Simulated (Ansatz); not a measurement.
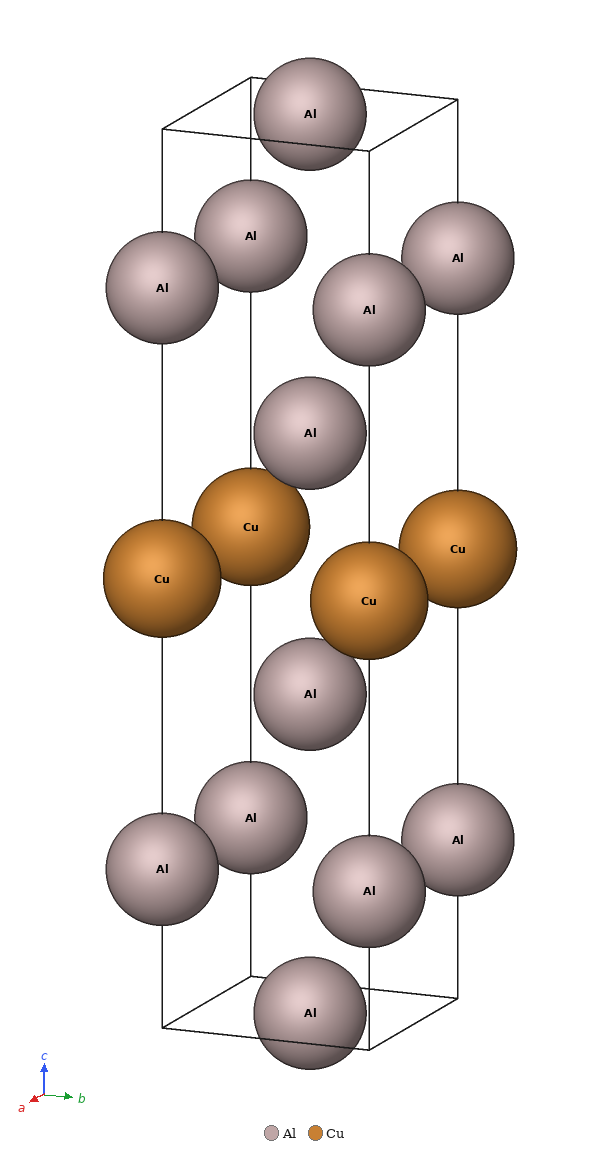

Shown here is a spheres-only view of the crystal, taken slightly off an axis. The wireframe shows the simulation cell.

The calculation's input:
```yaml
crystal:
  lattice:
    - [2.828552424, 0.0, 0.0]
    - [0.0, 2.828552424, 0.0]
    - [0.0, 0.0, 11.6623586306]
  atoms:
    - { symbol: Al, position: [0.0, 0.0, 0.8234696313] }
    - { symbol: Al, position: [0.5, 0.5, 0.0] }
    - { symbol: Al, position: [0.0, 0.0, 0.1765303687] }
    - { symbol: Al, position: [0.5, 0.5, 0.354800006] }
    - { symbol: Al, position: [0.5, 0.5, 0.645199994] }
    - { symbol: Cu, position: [0.0, 0.0, 0.5] }
basis:
  ecutwfc: 500
kpoints:
  mp_grid: { grid: [14, 14, 4] }
  band_path:
    path:
      - [[0.0, 0.0, 0.0], [0.0, 0.5, 0.0], [0.5, 0.5, 0.0], [0.0, 0.0, 0.0], [0.0, 0.0, 0.5], [0.0, 0.5, 0.5], [0.5, 0.5, 0.5], [0.0, 0.0, 0.5]]
      - [[0.0, 0.5, 0.0], [0.0, 0.5, 0.5]]
      - [[0.5, 0.5, 0.0], [0.5, 0.5, 0.5]]
    npoints: 14
hamiltonian:
  xc: r2scan
scf:
  occupations: { method: gaussian, width: 0.1 }
  n_extra_bands: 15
output:
  forces: true
  stress: true
  eigenvalues: true
  populations: true
  dos: { projected: true, de: 0.02, nscf_kmesh: { grid: [17, 17, 5] } }
  bader: true
  write_density: true
  write_potential: true
  elf: true
  volumetric_format: npy
```
Run as:
```sh
ansatz run input.yaml --threads 1 --pin off --max-ram 2560MiB --backend cpu --events-out ev --progress --plain --runs-dir out
```

Theory: DFT r2SCAN, scalar-relativistic, plane waves, PAW in Ansatz. Numerical settings: wavefunction cutoff 500 eV, k-mesh 14×14×4, Gaussian smearing of 0.1 eV, no spin polarisation.

What charge does Bader's analysis assign to each element?

Answer. Al -0.02 to +0.58 e; Cu -1.15 e.

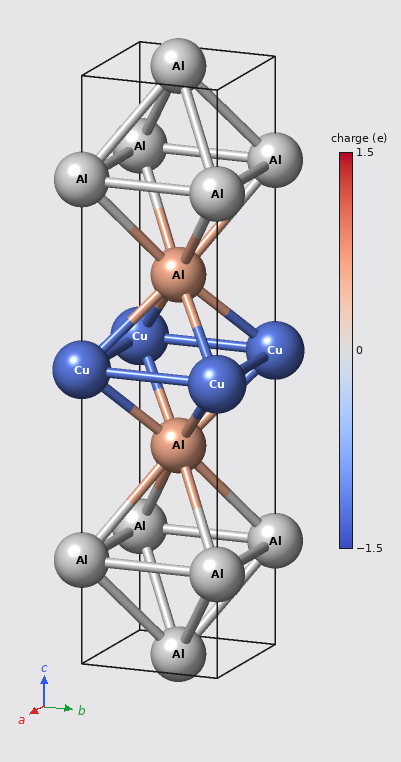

The atoms coloured by those charges.

Its origin is a structure type filled with these elements by a generator (whether the compound takes this form wasn't checked). Earlier steps of the study, as a rule a relaxation of our own, may have changed the cell and positions, so they can lie some per cent off the listed ones. A calculation with Ansatz used it as input.
